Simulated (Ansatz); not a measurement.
Run report: ZnS, geometry relaxation (part 1 of 2)

ZnS (P6₃mc, 8 atoms in the cell), computed with DFT PBE, scalar-relativistic, plane waves, PAW, no spin polarisation (Ansatz 0.2.0).

The structure derives from a Materials Project entry.

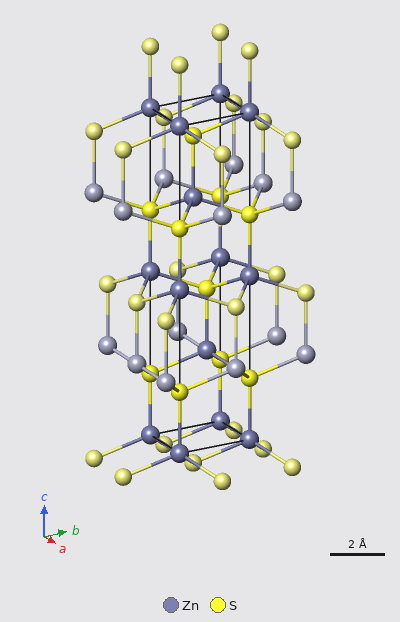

Fig. 1: The input geometry (ball-and-stick view of the cell of the calculation, seen slightly off an axis; neighbours outside the cell are drawn fainter). An atom can appear more than once, as a periodic image. Near neighbours in the periodic cell (some may lie outside the picture): Zn has 4 S at 2.33 to 2.34 Å; S has 4 Zn at 2.33 to 2.34 Å.

## Results in brief

- outcome: converged
- space group (tolerance 0.01 Å): P6₃mc (186)
- electrons treated: 72
- free energy: −16890.9270 eV
- Fermi energy: 6.542 eV
- gap on the k-point mesh: 2.05 eV
- pressure: 0.05 GPa
- final volume: 161.27 Å³
- largest force (length of the vector) at the end: 0.001 eV/Å
- final cell: a = 3.846 Å, b = 3.846 Å, c = 12.589 Å, α = 90.00°, β = 90.00°, γ = 120.00°
- hardware: 2 threads of Intel Xeon @ 2.90GHz (Ice Lake), 16 GiB of memory available, shared host
- wall time: 94 s (CPU time 3.1 min)
- peak memory: 0.66 GiB

## The input
```yaml
crystal:
  lattice:
    - [3.8089500615, 0.0, 0.0]
    - [-1.9044750307, 3.298647515, 0.0]
    - [0.0, 0.0, 12.45259869]
  atoms:
    - { symbol: Zn, position: [0.66666667, 0.33333333, 0.7499255] }
    - { symbol: Zn, position: [0.33333333, 0.66666667, 0.2499255] }
    - { symbol: Zn, position: [0.0, 0.0, 0.5000013] }
    - { symbol: Zn, position: [0.0, 0.0, 1.3e-06] }
    - { symbol: S, position: [0.66666667, 0.33333333, 0.93773152] }
    - { symbol: S, position: [0.33333333, 0.66666667, 0.43773152] }
    - { symbol: S, position: [0.0, 0.0, 0.68734068] }
    - { symbol: S, position: [0.0, 0.0, 0.18734068] }
basis:
  ecutwfc: 420
kpoints:
  mp_grid: { grid: [12, 12, 4] }
hamiltonian:
  xc: pbe
scf:
  occupations: { method: gaussian, width: 0.02 }
output:
  forces: true
  stress: true
  eigenvalues: true
  write_density: true
  write_potential: true
  elf: true
  volumetric_format: npy
relax:
  adjacent_minimum: "off"
  f_tol: 0.005
  max_steps: 80
  cell: { stress_tol: 0.05 }
```

Command:
```bash
ansatz run input.yaml --threads 2 --pin off --max-ram 5120MiB --backend cpu --events-out ev --progress --plain --runs-dir out
```

## Log
```
Engine: ansatz 0.2.0, x86_64-unknown-linux-gnu
Pseudopotentials: kind: paw
Pseudopotential: Zn, paw, valence charge 12, recommended cutoff 420 eV (normal), Zn.paw.azcp
Pseudopotential: S, paw, valence charge 6, recommended cutoff 420 eV (normal), S.paw.azcp
Functional definition: PBE
  parameter kappa = 0.804
  parameter beta = 0.06672455060314922
  exchange = pbe_x(kappa = kappa, mu = beta*pi^2/3)
  correlation = pbe_c(beta = beta)
Crystal: 8 atoms, lattice volume = 156.459 Å³
Basis set: ecut = 420 eV, 3041 PW (Γ), exchange–correlation on 54×54×180 points (8 copies of the dense FFT grid, shifted against one another)
Bands: 44, of which v1, the nominal top of the filled ones, is band 36 counted from 1 (35 counted from 0)
Symmetry: 12 space group operations
Space group: P63mc (ITA 186), of the structure as read, at distance tolerance 5.4e-5 Å
k-points: 57 of 576 (time reversal used)
Non-local potential: Zn, projectors of the file, l = 0: 2, l = 1: 2, l = 2: 3, l = 3: 1
Non-local potential: S, projectors of the file, l = 0: 2, l = 1: 2, l = 2: 2
PAW form: soft (Blöchl's): semilocal exchange-correlation on the pseudo side does not see the compensation charge
PAW one-centre angular grid: Zn, 590 points (default); XC on 64 Gauss nodes
PAW one-centre angular grid: S, 110 points (default); XC on 64 Gauss nodes
Initial density: superposition of atomic densities (neutral atoms: chi_scale 0, normalization atom), corrected by the library's trained network
Initial wavefunctions: pseudopotential atomic-orbital guess
Functional: x = pbe(κ = 0.804, μ = 0.2195149727645171), c = pbe(β = 0.06672455060314922)
SCF iter   1: F=—  HF=-16890.891302 eV  |F-HF|=—  |Δ(HF+E_count)|=         —  Δρ=6.06e-4  dr2=8.39e-4  ethr=1.77e-3  ⟨swp⟩=9.1  Hψ=11102  notcnv=0  defer=1
preconditioner: auto → Resta (q_TF=auto, 2.397 Å⁻¹)  ε∞=6.6  [insulator: Δε(μ)=2.181 eV  Ē_g=10.673 eV  σ=0.020 eV  W_gap=1.00  n_scr=38 (ndim 8)  ℏωp=25.2 eV  f_vac=0.032  D(μ)=0.00/eV (n_scr^D=0)  ε∞_Penn≈6.6]
SCF iter   2: F=—  HF=-16890.892597 eV  |F-HF|=—  |Δ(HF+E_count)|=   1.30e-3  Δρ=5.04e-4  dr2=3.56e-4  ethr=1.17e-6  ⟨swp⟩=3.2  Hψ=6157  notcnv=0  defer=83
SCF iter   3: F=—  HF=-16890.892712 eV  |F-HF|=—  |Δ(HF+E_count)|=   1.15e-4  Δρ=2.20e-4  dr2=6.48e-5  ethr=4.95e-7  ⟨swp⟩=2.0  Hψ=4179  notcnv=0  defer=83
SCF iter   4: F=—  HF=-16890.892563 eV  |F-HF|=—  |Δ(HF+E_count)|=   1.49e-4  Δρ=7.26e-5  dr2=9.36e-6  ethr=8.99e-8  ⟨swp⟩=2.0  Hψ=4207  notcnv=0  defer=83
SCF iter   5: F=—  HF=-16890.892563 eV  |F-HF|=—  |Δ(HF+E_count)|=   1.08e-7  Δρ=2.90e-5  dr2=2.54e-6  ethr=1.30e-8  ⟨swp⟩=2.0  Hψ=3038  notcnv=0  defer=83
SCF iter   6: F=—  HF=-16890.892563 eV  |F-HF|=—  |Δ(HF+E_count)|=   5.59e-7  Δρ=1.21e-5  dr2=3.74e-7  ethr=3.53e-9  ⟨swp⟩=2.4  Hψ=3687  notcnv=0  defer=83
SCF iter   7: F=-16890.892563 eV  HF=-16890.892563 eV  |F-HF|=3.43e-8  |Δ(HF+E_count)|=   9.76e-8  Δρ=5.28e-6  dr2=3.25e-8  ethr=1.39e-10  ⟨swp⟩=13.2  Hψ=18720  notcnv=0
SCF 1 converged in 7 iterations: F = -16890.892563 eV  dr2 = 3.25e-8
  greatest PAW one-centre occupation: 0.983 electrons in one spin orbital (limit 2), on the Zn atom at site 3 (counted from 0), in its partial waves of l = 2
relax step   1: F+E_penalty+E_count = -16890.89256335 eV  Δ(F+E_penalty+E_count) = +0.000e0 eV  max|allowed force component| = 1.296e-2 eV/Å  Δτ_max = 0.0000 Å  P = +2.300 GPa  Ω = 156.459 Å³  (7 SCF iters, dr2 threshold 1.00e-7 eV, accepted)
Crystal: 8 atoms, lattice volume = 159.319 Å³
Basis set: ecut = 420 eV, 3089 PW (Γ), exchange–correlation on 54×54×180 points (8 copies of the dense FFT grid, shifted against one another)
Initial density: handed on by an earlier stage of this run
Initial wavefunctions: those handed on with the density
iter 1 solved again at ethr=1.42e-6 eV; its pass at ethr=3.10e-3 eV (dr2=1.02e-3 eV) is discarded
SCF iter   1: F=—  HF=-16890.920231 eV  |F-HF|=—  |Δ(HF+E_count)|=         —  Δρ=8.28e-4  dr2=1.00e-3  ethr=1.42e-6  ⟨swp⟩=2.1  Hψ=12369  notcnv=0
preconditioner: auto → Resta (q_TF=auto, 2.390 Å⁻¹)  ε∞=6.6  [insulator: Δε(μ)=2.102 eV  Ē_g=10.590 eV  σ=0.020 eV  W_gap=1.00  n_scr=38 (ndim 8)  ℏωp=25.0 eV  f_vac=0.036  D(μ)=0.00/eV (n_scr^D=0)  ε∞_Penn≈6.6]
SCF iter   2: F=—  HF=-16890.920082 eV  |F-HF|=—  |Δ(HF+E_count)|=   1.49e-4  Δρ=3.96e-4  dr2=3.17e-4  ethr=1.40e-6  ⟨swp⟩=2.0  Hψ=4375  notcnv=0
SCF iter   3: F=—  HF=-16890.919970 eV  |F-HF|=—  |Δ(HF+E_count)|=   1.12e-4  Δρ=3.36e-4  dr2=1.01e-4  ethr=4.40e-7  ⟨swp⟩=2.0  Hψ=4321  notcnv=0
SCF iter   4: F=—  HF=-16890.919938 eV  |F-HF|=—  |Δ(HF+E_count)|=   3.21e-5  Δρ=7.44e-5  dr2=1.24e-5  ethr=1.41e-7  ⟨swp⟩=2.0  Hψ=4332  notcnv=0
SCF iter   5: F=—  HF=-16890.919950 eV  |F-HF|=—  |Δ(HF+E_count)|=   1.22e-5  Δρ=2.21e-5  dr2=9.65e-7  ethr=1.72e-8  ⟨swp⟩=2.2  Hψ=4490  notcnv=0
SCF iter   6: F=-16890.919953 eV  HF=-16890.919952 eV  |F-HF|=7.46e-8  |Δ(HF+E_count)|=   2.02e-6  Δρ=5.16e-6  dr2=3.12e-8  ethr=1.11e-9  ⟨swp⟩=10.9  Hψ=19014  notcnv=0
SCF 2 converged in 6 iterations: F = -16890.919953 eV  dr2 = 3.12e-8
relax step   2: F+E_penalty+E_count = -16890.91995254 eV  Δ(F+E_penalty+E_count) = -2.739e-2 eV  max|allowed force component| = 7.046e-3 eV/Å  Δτ_max = 0.0011 Å  P = +0.917 GPa  Ω = 159.319 Å³  energy of the carried Pulay correction = -1.208e-3 eV  (6 SCF iters, dr2 threshold 8.00e-7 eV, accepted)
Crystal: 8 atoms, lattice volume = 161.274 Å³
Basis set: ecut = 420 eV, 3139 PW (Γ), exchange–correlation on 54×54×180 points (8 copies of the dense FFT grid, shifted against one another)
iter 1 solved again at ethr=1.04e-6 eV; its pass at ethr=3.10e-3 eV (dr2=7.51e-4 eV) is discarded
SCF iter   1: F=—  HF=-16890.925157 eV  |F-HF|=—  |Δ(HF+E_count)|=         —  Δρ=5.27e-4  dr2=4.25e-4  ethr=1.04e-6  ⟨swp⟩=2.0  Hψ=11812  notcnv=0
preconditioner: auto → Resta (q_TF=auto, 2.385 Å⁻¹)  ε∞=6.5  [insulator: Δε(μ)=2.049 eV  Ē_g=10.534 eV  σ=0.020 eV  W_gap=1.00  n_scr=38 (ndim 8)  ℏωp=24.8 eV  f_vac=0.037  D(μ)=0.00/eV (n_scr^D=0)  ε∞_Penn≈6.5]
SCF iter   2: F=—  HF=-16890.924956 eV  |F-HF|=—  |Δ(HF+E_count)|=   2.01e-4  Δρ=2.61e-4  dr2=1.38e-4  ethr=5.90e-7  ⟨swp⟩=2.0  Hψ=4252  notcnv=0
SCF iter   3: F=—  HF=-16890.924968 eV  |F-HF|=—  |Δ(HF+E_count)|=   1.27e-5  Δρ=2.04e-4  dr2=3.83e-5  ethr=1.91e-7  ⟨swp⟩=2.0  Hψ=4316  notcnv=0
SCF iter   4: F=—  HF=-16890.924957 eV  |F-HF|=—  |Δ(HF+E_count)|=   1.14e-5  Δρ=4.91e-5  dr2=5.32e-6  ethr=5.32e-8  ⟨swp⟩=2.0  Hψ=4332  notcnv=0
SCF iter   5: F=-16890.924963 eV  HF=-16890.924962 eV  |F-HF|=9.07e-7  |Δ(HF+E_count)|=   4.93e-6  Δρ=1.61e-5  dr2=4.84e-7  ethr=1.11e-9  ⟨swp⟩=7.2  Hψ=18543  notcnv=0
SCF 3 converged in 5 iterations: F = -16890.924963 eV  dr2 = 4.84e-7
  greatest PAW one-centre occupation: 0.984 electrons in one spin orbital (limit 2), on the Zn atom at site 2 (counted from 0), in its partial waves of l = 2
relax step   3: F+E_penalty+E_count = -16890.92496276 eV  Δ(F+E_penalty+E_count) = -5.010e-3 eV  max|allowed force component| = 5.789e-4 eV/Å  Δτ_max = 0.0004 Å  P = +0.045 GPa  Ω = 161.274 Å³  energy of the carried Pulay correction = -2.020e-3 eV  (5 SCF iters, dr2 threshold 8.00e-7 eV, accepted)
Initial wavefunctions: pseudopotential atomic-orbital guess (no wavefunctions were taken with the density)
iter 1 solved again at ethr=1.65e-7 eV; its pass at ethr=3.10e-3 eV (dr2=1.18e-4 eV) is discarded
SCF iter   1: F=—  HF=-16890.924780 eV  |F-HF|=—  |Δ(HF+E_count)|=         —  Δρ=2.42e-4  dr2=2.86e-6  ethr=1.65e-7  ⟨swp⟩=3.1  Hψ=18324  notcnv=0
preconditioner: auto → Resta (q_TF=auto, 2.385 Å⁻¹)  ε∞=6.5  [insulator: Δε(μ)=2.051 eV  Ē_g=10.533 eV  σ=0.020 eV  W_gap=1.00  n_scr=38 (ndim 8)  ℏωp=24.8 eV  f_vac=0.036  D(μ)=0.00/eV (n_scr^D=0)  ε∞_Penn≈6.5]
SCF iter   2: F=—  HF=-16890.926376 eV  |F-HF|=—  |Δ(HF+E_count)|=   1.60e-3  Δρ=1.38e-4  dr2=4.06e-6  ethr=3.97e-9  ⟨swp⟩=2.0  Hψ=4492  notcnv=0
SCF iter   3: F=—  HF=-16890.926865 eV  |F-HF|=—  |Δ(HF+E_count)|=   4.89e-4  Δρ=5.25e-5  dr2=2.75e-7  ethr=3.97e-9  ⟨swp⟩=2.0  Hψ=4178  notcnv=0
SCF iter   4: F=—  HF=-16890.926970 eV  |F-HF|=—  |Δ(HF+E_count)|=   1.05e-4  Δρ=4.57e-6  dr2=2.82e-8  ethr=3.82e-10  ⟨swp⟩=2.0  Hψ=4524  notcnv=0
SCF iter   5: F=—  HF=-16890.926971 eV  |F-HF|=—  |Δ(HF+E_count)|=   3.43e-7  Δρ=2.08e-6  dr2=1.11e-8  ethr=3.92e-11  ⟨swp⟩=2.0  Hψ=4418  notcnv=0
SCF iter   6: F=—  HF=-16890.926971 eV  |F-HF|=—  |Δ(HF+E_count)|=   3.01e-8  Δρ=8.95e-7  dr2=1.79e-9  ethr=1.54e-11  ⟨swp⟩=2.0  Hψ=4458  notcnv=0
SCF iter   7: F=—  HF=-16890.926971 eV  |F-HF|=—  |Δ(HF+E_count)|=   7.40e-9  Δρ=1.09e-6  dr2=1.07e-9  ethr=2.49e-12  ⟨swp⟩=2.0  Hψ=4560  notcnv=0
SCF iter   8: F=-16890.926971 eV  HF=-16890.926971 eV  |F-HF|=8.15e-9  |Δ(HF+E_count)|=   8.60e-9  Δρ=4.81e-7  dr2=2.82e-11  ethr=1.00e-12  ⟨swp⟩=4.9  Hψ=13866  notcnv=0
SCF 4 converged in 8 iterations: F = -16890.926971 eV  dr2 = 2.82e-11
  greatest PAW one-centre occupation: 0.984 electrons in one spin orbital (limit 2), on the Zn atom at site 3 (counted from 0), in its partial waves of l = 2
relax step   4: F+E_penalty+E_count = -16890.92697083 eV  Δ(F+E_penalty+E_count) = -2.008e-3 eV  max|allowed force component| = 5.707e-4 eV/Å  Δτ_max = 0.0000 Å  P = +0.045 GPa  Ω = 161.274 Å³  stress off target by 4.57e-2 GPa  SCF on the basis re-selected at this cell (its energy is not comparable with the rows above)  (8 SCF iters)
```

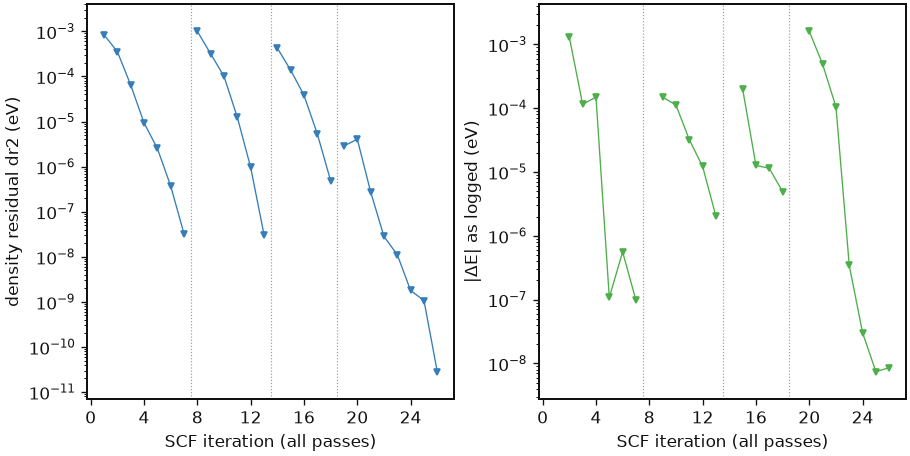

Fig. 2: Convergence of the self-consistent field: density residual dr2 and size of the energy change against the SCF iteration. The dotted lines part the SCF passes of the relaxation: geometry steps, rejected trials and re-solves on a re-selected basis. The passes take 7, 6, 5 and 8 iterations.

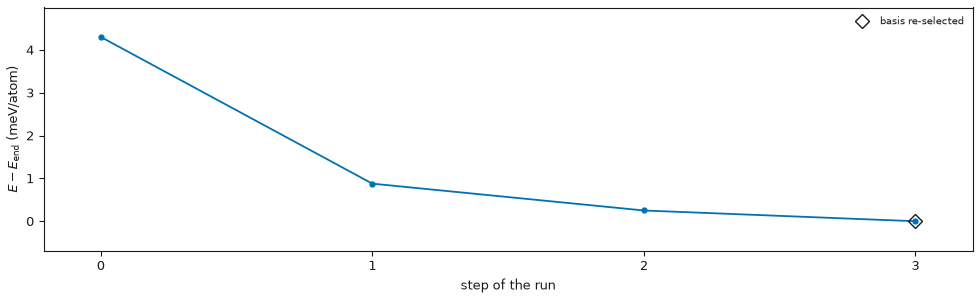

Fig. 3: Progress of the relaxation, step by step (the first geometry is step 0 here and step 1 in the log).

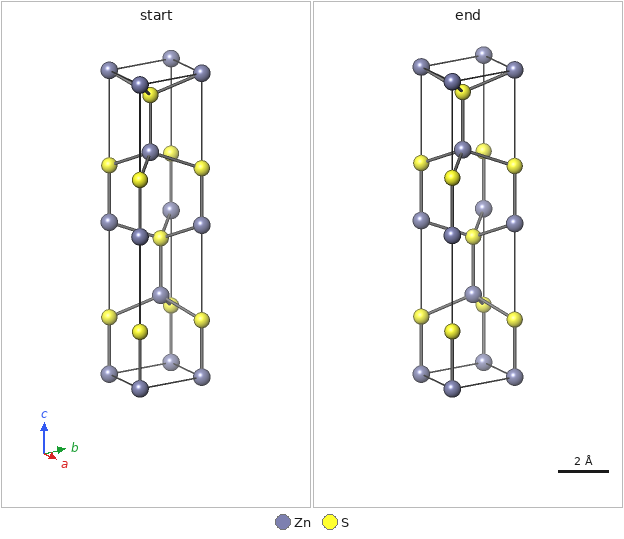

Fig. 4: Before (left) and after (right) the relaxation, at one scale (ball-and-stick view of the cell of the calculation, seen slightly off an axis). The energy falls by 4.1 meV per atom in 2 geometry steps. The largest force component goes from 0.013 to 0.00057 eV/Å. Pressure: 2.30 GPa at the start and 0.05 GPa at the end. No atom moves by more than 0.005 Å relative to the cell. The drawn cell changes as follows: a = b 3.809 → 3.846 Å (+1.0 %), c 12.453 → 12.589 Å (+1.1 %); the volume changes by +3.1 %. Among the contacts that change: Zn1–S7 2.333 → 2.357 Å, Zn1–S5 2.339 → 2.361 Å. The space group stays P6_3mc (No. 186). A last SCF at the same geometry on a re-selected plane-wave basis shifts the energy by −0.3 meV per atom. (Atoms are counted from 1 in the order of the input.)
